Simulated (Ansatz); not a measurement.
A periodic structure is given below.

```yaml
crystal:
  lattice:
    - [4.48240, 0.00000, 0.00000]
    - [0.00000, 8.33494, 0.00000]
    - [-1.92058, 0.00000, 2.21815]
  atoms:
    - { symbol: Ti, position: [0.07825, 0.00000, 0.16862] }
    - { symbol: Si, position: [0.50000, 0.83038, 0.00000] }
    - { symbol: Si, position: [0.00000, 0.66962, 0.00000] }
    - { symbol: Ti, position: [0.57825, 0.50000, 0.16862] }
    - { symbol: Si, position: [0.00000, 0.33038, 0.00000] }
    - { symbol: Si, position: [0.50000, 0.16962, 0.00000] }
```

**Characterise the structure given above.**

Its composition is TiSi$_{2}$. The lattice is base-centred monoclinic and the space group Cm (No. 8). Content of the cell: 2 Ti, 4 Si (Z = 2).

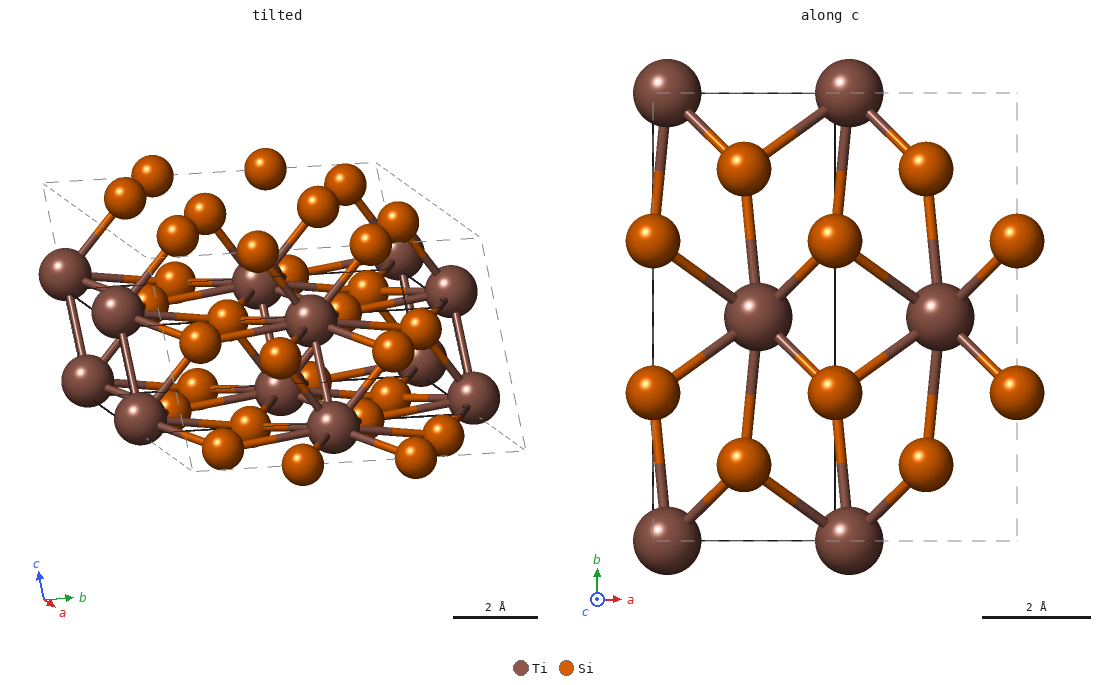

The image is a ball-and-stick drawing of a crystal, viewed slightly off an axis and along the c axis. The drawing covers 2×1×2 cells, and the solid lines enclose one conventional unit cell.

Its origin is a structure listed in the Materials Project. The cell was then strained or its atoms displaced on purpose. It was run through Ansatz as a DFT input.

At this level of theory the run's own cell isn't at rest (compressed, at 6 GPa and forces up to 3.5 eV/Å), so its distances can differ from those at equilibrium, the more so the softer the solid.
